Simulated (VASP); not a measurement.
## Band edges against the vacuum: BAs(110)

Where do the bulk band edges lie against the vacuum outside BAs(110)?

Main program and level: VASP 6.6.1; r2SCAN; plane waves and PAW (B, As).

**What experiment says.**

“Thermal expansion coefficients of high thermal conducting BAs and BP materials” (2019, arxiv:1906.04101) reports for BAs, zinc blende, by single-crystal XRD (Mo K-alpha) (CVT-grown single crystal, 100 K): lattice constant a (cubic a at 100 K) 4.7741 ± 0.0015 Å.

For BAs, zinc blende (single crystal grown by chemical vapor transport, 300 K), “Basic Physical Properties of Cubic Boron Arsenide” (2019, arxiv:1911.11281) gives, by UV-visible absorption: band gap (indirect optical gap from absorption edge) 1.82 eV [room-temperature optical absorption edge, not a zero-temperature fundamental gap].

This is a report of a sequence of runs, with most program output left out.

**1. Set-up**

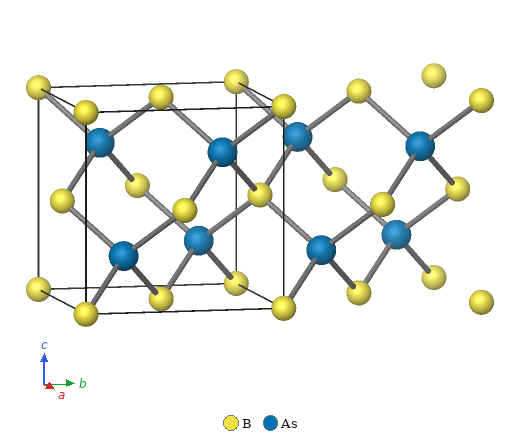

Start, viewed slightly off an axis; boron yellow, arsenic blue. 1×2×1 cells are drawn. This picture shows the conventional cell, with its axes. Bonds to atoms that aren't drawn are left out. Some periodic images of atoms are drawn too.

As a file:

```
B As
1.0
     0.00000    2.39000    2.39000
     2.39000    0.00000    2.39000
     2.39000    2.39000    0.00000
B As
1 1
Cartesian
  0.0000 0.0000 0.0000
  1.1950 1.1950 1.1950
```

**2. Relaxing the bulk crystal**

First cell and atoms are relaxed at a raised cutoff, so that later runs start from this functional's own cell.

File INCAR:

```
SYSTEM = BAs
PREC = Accurate
ENCUT = 420
EDIFF = 1E-06
NELM = 120
ISMEAR = 0
SIGMA = 0.03
LREAL = .FALSE.
ALGO = Normal
METAGGA = R2SCAN
LASPH = .TRUE.
NBANDS = 10
LORBIT = 11
LWAVE = .FALSE.
LCHARG = .FALSE.
KPAR = 4
IBRION = 2
NSW = 40
ISIF = 3
EDIFFG = -0.02
POTIM = 0.4
```

File POSCAR:

```
BAs
1.0
    0.0000000000      2.3900000000      2.3900000000
    2.3900000000      0.0000000000      2.3900000000
    2.3900000000      2.3900000000      0.0000000000
B As
1 1
Direct
    0.0000000000      0.0000000000      0.0000000000
    0.2500000000      0.2500000000      0.2500000000
```

File KPOINTS:

```
Automatic mesh
0
Gamma
7 7 7
0 0 0
```

Potentials, in the order of the species: B and As (PBE family, release 64).

Started as:

```sh
mpirun -np 4 vasp_std
```

Wall time 23 s (4 MPI ranks of Intel Xeon Platinum 8488C (Sapphire Rapids), shared host); peak memory 0.51 GiB.

The PAW data sets were made with PBE, which is usual practice but a small mismatch for other functionals. The run keeps the 24 symmetry operations of its start, so it cannot find a distortion of lower symmetry.

The steps of the relaxation:

```
step  energy less that of the first step (eV)  largest force (eV/Å)  pressure (GPa)  volume (Å³)
   1                                   0.0000                0.0000            0.61        27.30
   2                                  -0.0002                0.0000           -0.25        27.47
   3                                  -0.0002                0.0000            0.01        27.42
```

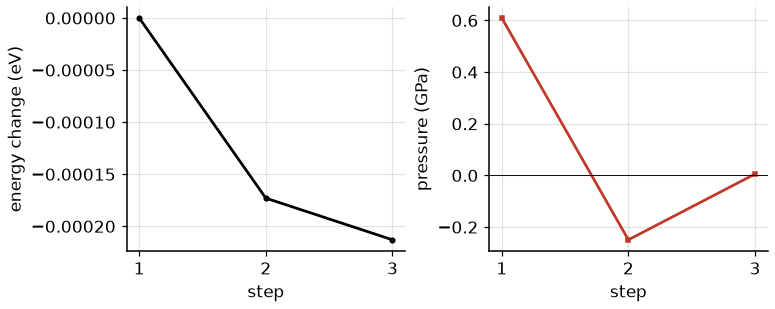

Energy and pressure along the relaxation.

```
conventional cell, symmetrised  before  after  change
                         a (Å)   4.780  4.787  +0.1 %
                         b (Å)   4.780  4.787  +0.1 %
                         c (Å)   4.780  4.787  +0.1 %
              volume (Å³/atom)   13.65  13.71  +0.4 %
```

Final coordinates:

```
B As
1.0
     0.00000    2.39332    2.39332
     2.39332    0.00000    2.39332
     2.39332    2.39332    0.00000
B As
1 1
Direct
  0.00000 0.00000 0.00000
  0.25000 0.25000 0.25000
```

Numbers from this step:

```
electronic steps    : 22
electrons           : 8
free energy (TOTEN) : -22.25 eV
Fermi energy        : 6.163 eV
```

The run ended after 3 ionic steps, 0.000 eV below its first step, once forces and stress met EDIFFG = -0.02.

**3. Band edges of the bulk**

A static bulk run at the slab's cutoff gives the band edges and the core potentials that tie them to the slab.

File INCAR:

```
SYSTEM = BAs
PREC = Normal
ENCUT = 360
EDIFF = 1E-06
NELM = 120
ISMEAR = 0
SIGMA = 0.03
LREAL = .FALSE.
ALGO = Normal
METAGGA = R2SCAN
LASPH = .TRUE.
NBANDS = 10
LORBIT = 11
LWAVE = .FALSE.
LCHARG = .FALSE.
KPAR = 4
```

File POSCAR:

```
BAs
1.0
    0.0000000000      2.3933204898      2.3933204898
    2.3933204898      0.0000000000      2.3933204898
    2.3933204898      2.3933204898      0.0000000000
B As
1 1
Direct
    0.0000000000      0.0000000000      0.0000000000
    0.2500000000      0.2500000000      0.2500000000
```

File KPOINTS:

```
Automatic mesh
0
Gamma
16 16 16
0 0 0
```

Started as:

```sh
mpirun -np 4 vasp_std
```

Run time: 10 s. Hardware: 4 MPI ranks; peak memory 0.47 GiB.

The gap is read on the k-mesh alone, so it is an upper bound where the band edges lie off the mesh.

This step gave:

```
electronic steps               : 11
Fermi energy                   : 6.123 eV
metallic                       : no
gap on the k-mesh              : 1.387 eV
least direct gap on the k-mesh : 3.438 eV
```

**4. Surface relaxation**

System of this step: BAs(110). The cell holds 18 atoms: 9 B and 9 As. Cell: a = 3.385 Å, b = 4.787 Å, c = 29.539 Å, α = 90.0°, β = 90.0°, γ = 90.0°. It derives from BAs. 9 layers, cut at this functional's lattice. Vacuum lies along c.

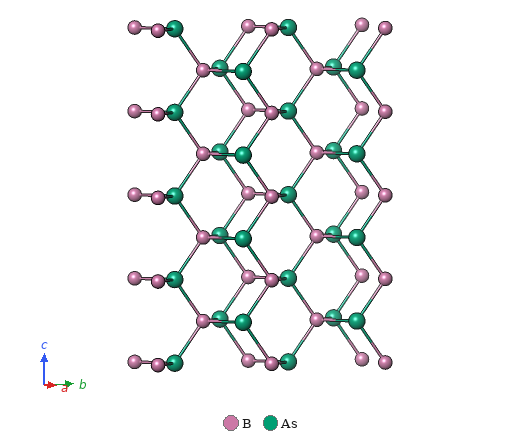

The cell of this step (boron pink, arsenic teal). 1×2×1 cells are drawn. Some periodic images of atoms are drawn too.

All atoms relax at the fixed cell.

File INCAR:

```
SYSTEM = BAs
PREC = Normal
ENCUT = 360
EDIFF = 1E-05
NELM = 120
ISMEAR = 0
SIGMA = 0.03
LREAL = Auto
ALGO = Normal
METAGGA = R2SCAN
LASPH = .TRUE.
NBANDS = 54
LORBIT = 11
LWAVE = .FALSE.
LCHARG = .FALSE.
KPAR = 4
IBRION = 2
NSW = 60
ISIF = 2
EDIFFG = -0.03
POTIM = 0.4
MAXMIX = 40
IDIPOL = 3
LDIPOL = .TRUE.
DIPOL = 0.5 0.5 0.5
```

File POSCAR:

```
BAs
1.0
    3.3846662958      0.0000000000      0.0000000000
    0.0000000000      4.7866409796      0.0000000000
    0.0000000000      0.0000000000     29.5386651831
B As
9 9
Direct
    0.0000000000      0.0000000000      0.2708314700
    0.5000000000      0.5000000000      0.3281236000
    0.0000000000      0.0000000000      0.3854157300
    0.5000000000      0.5000000000      0.4427078700
    0.0000000000      0.0000000000      0.5000000000
    0.5000000000      0.5000000000      0.5572921300
    0.0000000000      0.0000000000      0.6145842700
    0.5000000000      0.5000000000      0.6718764000
    0.0000000000      0.0000000000      0.7291685300
    0.0000000000      0.7500000000      0.3281236000
    0.5000000000      0.2500000000      0.2708314700
    0.0000000000      0.7500000000      0.4427078700
    0.5000000000      0.2500000000      0.3854157300
    0.0000000000      0.7500000000      0.5572921300
    0.5000000000      0.2500000000      0.5000000000
    0.0000000000      0.7500000000      0.6718764000
    0.5000000000      0.2500000000      0.6145842700
    0.5000000000      0.2500000000      0.7291685300
```

File KPOINTS:

```
Automatic mesh
0
Gamma
7 5 1
0 0 0
```

Started as:

```sh
mpirun -np 4 vasp_std
```

Elapsed: 16 min, on 4 MPI ranks; peak memory 1.3 GiB; 55 min of CPU time.

The run keeps the 4 symmetry operations of its start, so it cannot find a distortion of lower symmetry.

Step by step:

```
step  energy less that of the first step (eV)  largest force (eV/Å)
   1                                   0.0000                3.0307
   2                                  -0.9749                2.0000
   3                                  -1.3262                1.0099
   4                                  -1.3342                1.0955
   5                                  -1.6487                0.7424
   6                                  -1.7154                0.6998
   7                                  -1.7897                0.3875
   8                                  -1.7923                0.2875
   9                                  -1.8113                0.1985
  10                                  -1.8117                0.2305
  11                                  -1.8196                0.1304
  12                                  -1.8196                0.1305
  13                                  -1.8245                0.0925
  14                                  -1.8276                0.0822
  15                                  -1.8296                0.0654
  16                                  -1.8297                0.0600
  17                                  -1.8306                0.0285
```

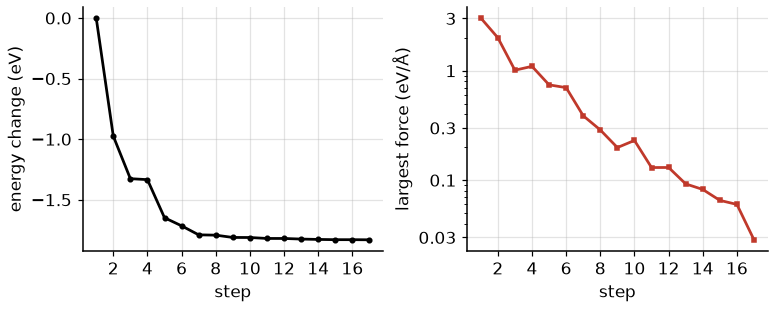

Energy and largest force along the relaxation.

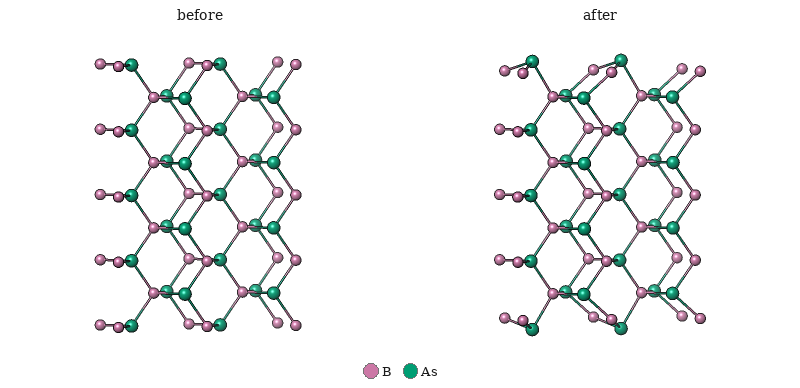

The structure before and after the relaxation, drawn at the same scale.

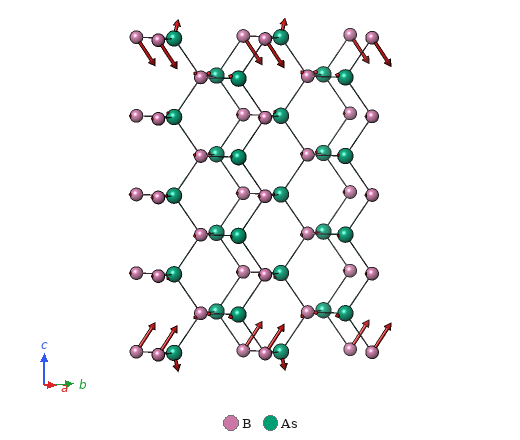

Displacements in the relaxation, exaggerated; the longest in the cell stands for 0.43 Å. 1×2×1 cells are drawn. Some periodic images of atoms are drawn too.

The atoms that moved most (Å):

```
atom     dx      dy      dz  length
  B9  0.000   0.241  -0.356   0.430
  B1  0.000   0.241   0.356   0.430
As11  0.000   0.041  -0.185   0.189
As18  0.000   0.041   0.185   0.189
As16  0.000  -0.064   0.018   0.066
As10  0.000  -0.064  -0.018   0.066
  B2  0.000  -0.043  -0.031   0.053
  B8  0.000  -0.043   0.031   0.053
```

Final coordinates:

```xyz
18
Lattice="3.3847 0.0000 0.0000 0.0000 4.7866 0.0000 0.0000 0.0000 29.5387" Properties=species:S:1:pos:R:3
B     0.0000    0.2410    8.3563
B     1.6923    2.3502    9.6612
B     0.0000   -0.0320   11.3845
B     1.6923    2.3549   13.0696
B     0.0000   -0.0358   14.7693
B     1.6923    2.3549   16.4691
B     0.0000   -0.0320   18.1542
B     1.6923    2.3502   19.8775
B     0.0000    0.2410   21.1824
As    0.0000    3.5261    9.6746
As    1.6923    1.2381    7.8153
As    0.0000    3.5535   13.0727
As    1.6923    1.1630   11.3633
As    0.0000    3.5535   16.4659
As    1.6923    1.1626   14.7693
As    0.0000    3.5261   19.8641
As    1.6923    1.1630   18.1754
As    1.6923    1.2381   21.7234
```

Numbers from this step:

```
electronic steps               : 117
electrons                      : 72
free energy (TOTEN)            : -197.0495 eV
Fermi energy                   : 0.5729 eV
dipole moment                  : 0, 0, 0 e·Å
gap on the k-mesh              : 0.6574 eV
least direct gap on the k-mesh : 1.773 eV
```

The run ended after 17 ionic steps, 1.831 eV below its first step, once the forces on the free atoms met EDIFFG = -0.03.

**5. Vacuum level and density of states**

A static run writes the electrostatic potential without exchange and correlation (LVHAR), which is flat in the vacuum and gives the level to count from. The dipole correction cancels the field that unlike faces would set up across the vacuum.

File INCAR:

```
SYSTEM = BAs
PREC = Normal
ENCUT = 360
EDIFF = 1E-06
NELM = 120
ISMEAR = 0
SIGMA = 0.03
LREAL = Auto
ALGO = Normal
METAGGA = R2SCAN
LASPH = .TRUE.
NBANDS = 54
LORBIT = 11
LWAVE = .FALSE.
LCHARG = .TRUE.
KPAR = 4
IDIPOL = 3
LDIPOL = .TRUE.
DIPOL = 0.5 0.5 0.5
LVHAR = .TRUE.
LVACPOTAV = .TRUE.
NEDOS = 1500
```

File POSCAR:

```
BAs
1.0
    3.3846662958      0.0000000000      0.0000000000
    0.0000000000      4.7866409796      0.0000000000
    0.0000000000      0.0000000000     29.5386651831
B As
9 9
Direct
    0.0000000000      0.0503507514      0.2828919902
    0.5000000000      0.4909867203      0.3270696486
    0.0000000000      0.9933196639      0.3854088561
    0.5000000000      0.4919788309      0.4424558109
    0.0000000000      0.9925220422      0.5000000000
    0.5000000000      0.4919788309      0.5575441891
    0.0000000000      0.9933196639      0.6145911439
    0.5000000000      0.4909867203      0.6729303514
    0.0000000000      0.0503507514      0.7171080098
    0.0000000000      0.7366627382      0.3275225513
    0.5000000000      0.2586475703      0.2645779230
    0.0000000000      0.7423731241      0.4425632893
    0.5000000000      0.2429747830      0.3846915774
    0.0000000000      0.7423731241      0.5574367107
    0.5000000000      0.2428895935      0.5000000000
    0.0000000000      0.7366627382      0.6724774487
    0.5000000000      0.2429747830      0.6153084226
    0.5000000000      0.2586475703      0.7354220770
```

KPOINTS is that of step 4.

File KPOINTS_OPT:

```
Line mode
14
Line-mode
Reciprocal
  0.00000000   0.00000000   0.00000000 GAMMA
  0.50000000   0.00000000   0.00000000 X

  0.50000000   0.00000000   0.00000000 X
  0.50000000   0.50000000   0.00000000 S

  0.50000000   0.50000000   0.00000000 S
  0.00000000   0.50000000   0.00000000 Y

  0.00000000   0.50000000   0.00000000 Y
  0.00000000   0.00000000   0.00000000 GAMMA

  0.00000000   0.00000000   0.00000000 GAMMA
  0.50000000   0.50000000   0.00000000 S
```

Started as:

```sh
mpirun -np 4 vasp_std
```

Elapsed: 6.1 min, on 4 MPI ranks; peak memory 1.6 GiB.

Numbers from this step:

| Property | Result |
| --- | --- |
| electronic steps | 23 |
| Fermi energy | 0.5584 eV |
| least gap on mesh and path | 0.5191 eV |
| least direct gap on mesh and path | 1.744 eV |
| vacuum levels | 5.696, 5.696 eV |
| ionisation potentials of the upper and lower face | 5.263, 5.263 eV |
| electron affinities of the upper and lower face | 4.744, 4.744 eV |

Electronic bands along the path, in eV, zero at the valence-band top; v1 is the highest filled band, c1 the lowest empty one:

```
point     v4     v3     v2     v1    c1    c2    c3    c4
    Γ  -0.33  -0.23  -0.09   0.00  1.77  1.97  2.04  2.44
    X  -2.66  -2.41  -1.41  -1.22  0.52  0.57  1.86  2.12
    S  -1.95  -1.90  -1.15  -0.95  1.25  1.46  3.54  3.70
    Y  -1.81  -1.74  -1.09  -1.04  1.17  1.30  2.41  2.90
    Γ  -0.33  -0.23  -0.09   0.00  1.77  1.97  2.04  2.44
    S  -1.95  -1.90  -1.15  -0.95  1.25  1.46  3.54  3.70
```

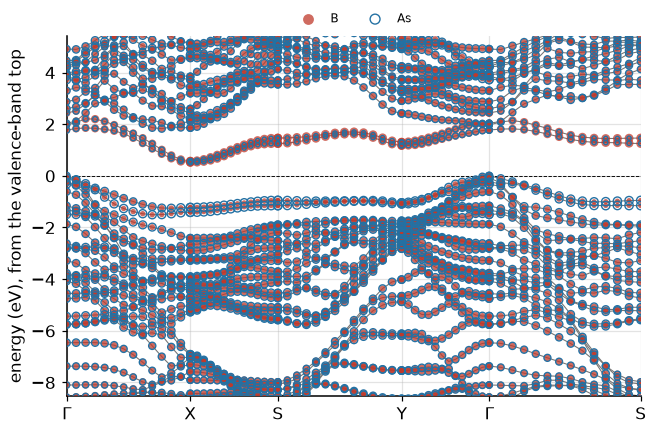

Electronic bands along the path; dots are coloured as in the legend, and their area grows with the weight.

The planar average of the electrostatic potential oscillates, so the rows of the table below give means over windows of 1.69 Å about each position, cut where the curve ends. Its maxima inside the range that stand out by 2 % of the span (Å: eV): 8.8: -3.14, 10.6: -2.32, 12.2: -2.21, 13.9: -2.28, 15.6: -2.28, 17.3: -2.21, 19.0: -2.32, 20.8: -3.14. Its minima: 8.1: -7.09, 9.5: -8.03, 11.2: -8.03, 13.2: -8.02, 15.0: -8.03, 16.4: -8.02, 18.4: -8.03, 20.0: -8.03, 21.4: -7.09.

Zero at the Fermi level. Planar average of the electrostatic potential against height; means over each step:

```
height (Å)  planar average of the electrostatic potential (eV)
      0.84                                                5.14
      2.54                                                5.14
      4.23                                                5.14
      5.92                                                4.81
      7.61                                               -3.21
      9.30                                               -6.06
     10.99                                               -5.94
     12.68                                               -5.94
     14.37                                               -5.97
     16.05                                               -5.96
     17.75                                               -5.93
     19.44                                               -5.94
     21.12                                               -5.18
     22.82                                                2.30
     24.51                                                5.11
     26.20                                                5.14
     27.89                                                5.14
```

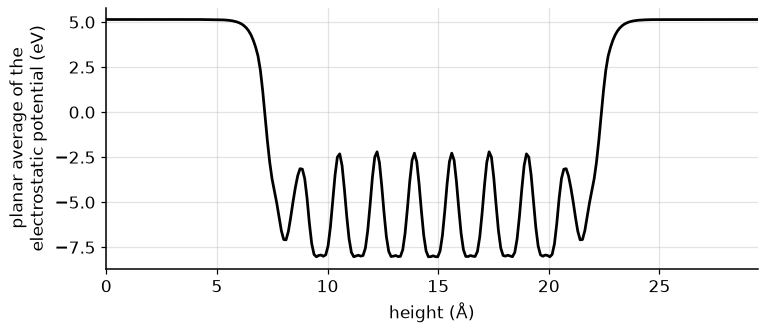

Planar average of the electrostatic potential, plotted against height.

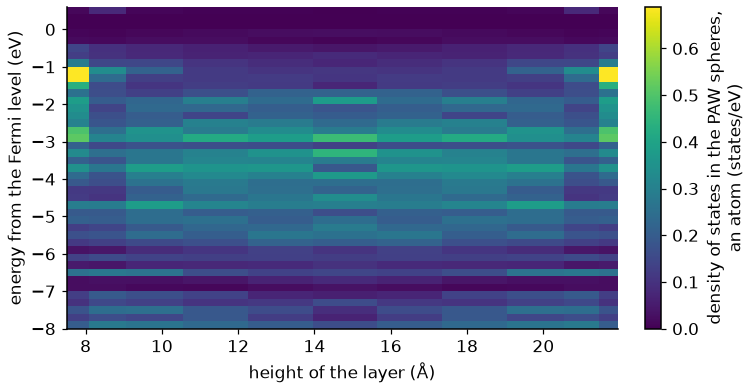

Density of states in the PAW spheres, an atom over height of the layer and energy from the Fermi level.

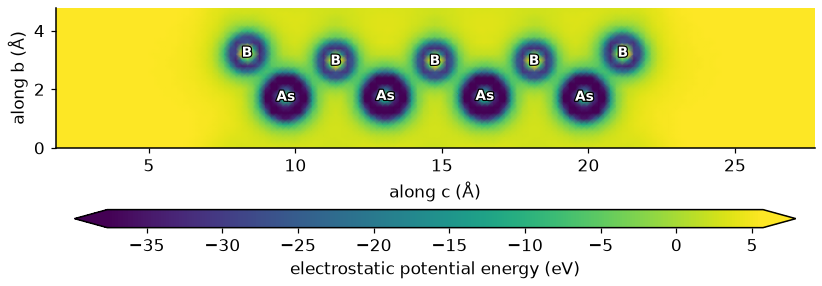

Electrostatic potential energy in the cb plane at fractional x = 0.000, with atoms of B and As within 0.2 Å of it. With pseudopotentials it is smooth inside the atoms' cores, unlike the true potential. The map starts off the cell's origin, so that atoms lie inside it. The far vacuum is left out of the map.

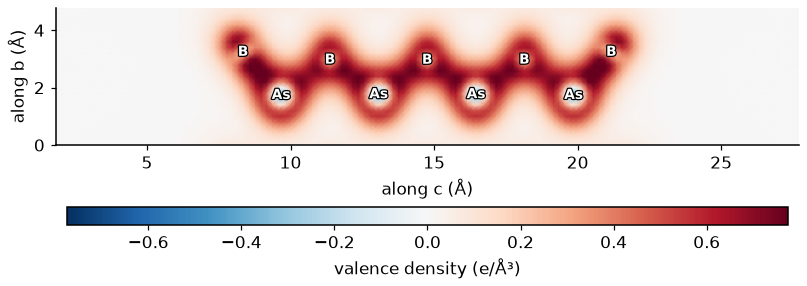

Valence density in the cb plane at fractional x = 0.000, with atoms of B and As within 0.2 Å of it. It is the smooth field of the valence electrons, not physical close to the nuclei. The map starts off the cell's origin, so that atoms lie inside it. The far vacuum is left out of the map.

The map of layer states is cut here 0.5 eV above the Fermi level, so it leaves out the states above that.

The vacuum level lies 5.26 eV above the highest filled level at the upper face; both faces agree, as the slab has next to no dipole.

The program found no field-free point at its default tolerance, but its printed level agrees with the flat part of the planar average.

**6. Lining up bulk and slab**

This step: band edges against the vacuum, r2SCAN; plane waves and PAW (VASP 6.6.1).

Derived from the runs above.

This step gave:

```
ionisation energy       : 5.195 eV
offset spread           : 0.03070 eV
bulk gap                : 1.387 eV
slab gap                : 0.5191 eV
electron affinity       : 3.808 eV
buckling                : 0.5410 Å
tilt                    : 28.48 degree
surface energy, relaxed : 1.598 J/m²
```

The averaged core potentials of the four middle atoms lie -5.455 eV from those of the bulk run. The bulk valence top (5.957 eV), moved by that offset, is taken from the upper vacuum level (5.696 eV).

**7. Results**

| Quantity | Value |
| --- | --- |
| ionisation energy | 5.19 eV |
| electron affinity | 3.81 eV |
| buckling | 0.541 Å |
| surface energy, relaxed | 1.60 J/m² |

**Reading.** The bulk valence-band top lies 5.19 eV below the vacuum of BAs(110), and the conduction-band bottom 3.81 eV. The top layer buckles by 0.54 Å, a tilt of 28°, with As outermost, as the anion takes the dangling-bond electrons and the cation flattens towards sp². The surface costs 1.60 J/m². The slab's least gap is 0.52 eV, against 1.39 eV in the bulk. Confinement widens it, surface states can narrow it, and the two gaps need not lie at the same wave vector; the faces' own affinities count to the slab's lowest empty state. The offsets of the four middle atoms spread by 0.03 eV; a shift common to all four would not show in it. The bulk edges are read on a mesh, so a band minimum between its points makes the gap too large and the affinity too small. One thickness was run. Semilocal band edges put the valence top too high and the gap too small. Spin-orbit coupling, left out here, would raise the valence top further.

Computed beside measured:

| quantity | measured | r2SCAN |
| --- | --- | --- |
| lattice constant a (Å) | 4.7741 | 4.787 (+0.3 %) |
| band gap (gap on the k-mesh) (eV) | 1.82 | 1.39 (-0.43 eV) |

Measured values from arxiv:1906.04101 (2019) and arxiv:1911.11281 (2019).

How well it matches: The lattice constant a is off by +0.3 %: good agreement. The band gap is off by -0.43 eV. Local and semilocal functionals usually give gaps below the measured ones. The computed gap is read on a k-mesh, which can miss the band edges. An optical gap can lie under the band gap by the exciton's binding. Zero-point and thermal motion shift the measured gap. The grades are ours: good and fair within 0.7 and 1.5 % for the lattice constant a. For lattice constants the calculation has a static lattice, without zero-point motion or thermal expansion (measured at up to 100 K).

[Lines on the potential files, build, host, timing and source positions are cut from VASP's logs without a mark.]

[Logs are printed without paths, hosts, clocks, repeated set-up lines and the standing remarks that a program may print on its own settings, such as how far it seeks lower states.]

[Hosts, paths, dates, database ids (printed as entryN), source tags and the programs' standing remarks are cut or masked in the printed files.]

[Runs that stopped without an error message from VASP are left out.]
